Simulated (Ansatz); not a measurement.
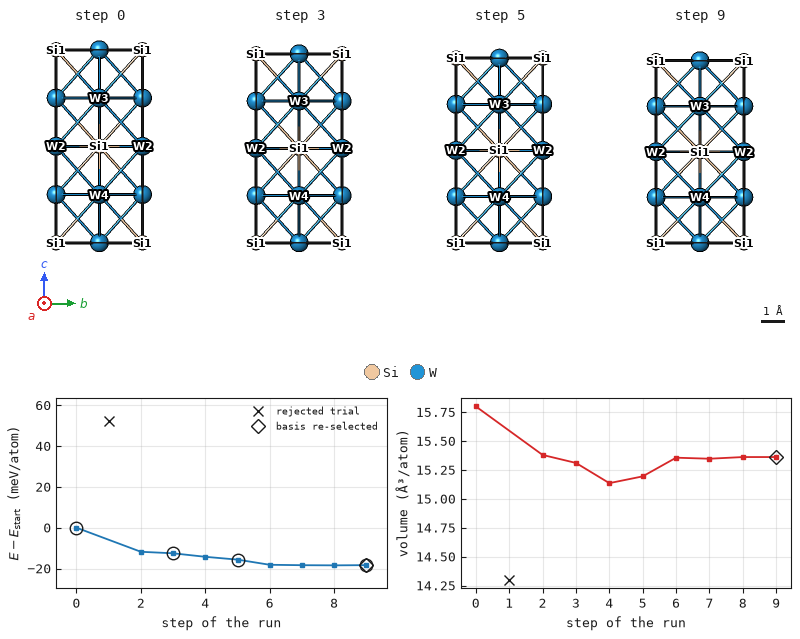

Frames of a relaxation of solid SiW$_{3}$ (built on the TiAl3 (D0_22)_139 type) (coarse preliminary run), marked on the history of the run. Style: ball-and-stick. Shown: the conventional cell (2 times the calculation's cell), along the a axis. Lengths and directions refer to the drawn axes.

Case: TiAl3 (D0_22) type (I4/mmm, No. 139).

All numbers below come from DFT PBE, scalar-relativistic, plane waves, PAW (Ansatz). Set-up: plane-wave cutoff 420 eV; k-point mesh 6 × 6 × 6; occupations gaussian; smearing width 0.1 eV; no spin polarisation; cell and atoms relaxed; force threshold 0.04 eV/Å; at most 70 steps.

> What happens along the run?

The atoms keep their places relative to the cell (all moves are under 0.005 Å). Cell: a = b 3.839 → 3.897 Å (+1.5 %), c 8.576 → 8.092 Å (−5.6 %). Volume −2.8 %. Some distances before and after: Si1–W3 2.878 → 2.809 Å, W2–W3 2.878 → 2.809 Å, W3–W4 2.715 → 2.756 Å, Si1–W2 2.715 → 2.756 Å. The space group stays I4/mmm (No. 139). After 7 accepted moves (9 points after the start) the energy has fallen by 18.3 meV per atom. All forces vanish by symmetry, so only the cell relaxes. The pressure goes from −7.41 to −0.01 GPa. The line search rejected the trial step at point 1 of the run. The SCF was repeated once at an unchanged geometry on a basis and grid sized afresh for the cell, which shifted the energy by 0.1 meV per atom at most. Cost: 49 s on 1 thread of Intel(R) Xeon(R) Platinum 8259CL CPU @ 2.50GHz (Skylake/Cascade Lake), with other jobs on the host, peak memory 0.41 GiB. From step 0 to 3: volume −3.1 %, energy −12.5 meV per atom. From step 3 to 5: volume −0.8 %, energy −3.1 meV per atom. From step 5 to 9: volume +1.1 %, energy −2.7 meV per atom.

| step | E − E(0), meV/atom | pressure, GPa | volume, Å³/atom | note |
| --- | --- | --- | --- | --- |
| 0 | 0.00 | -7.41 | 15.800 |  |
| 1 | 52.36 | 21.73 | 14.300 | rejected |
| 2 | -11.80 | -0.71 | 15.380 |  |
| 3 | -12.54 | 0.52 | 15.311 |  |
| 4 | -14.25 | 3.87 | 15.136 |  |
| 5 | -15.64 | 2.80 | 15.195 |  |
| 6 | -18.16 | 0.02 | 15.356 |  |
| 7 | -18.37 | 0.29 | 15.347 |  |
| 8 | -18.44 | -0.01 | 15.362 |  |
| 9 | -18.34 | -0.01 | 15.362 | same geometry, new basis |
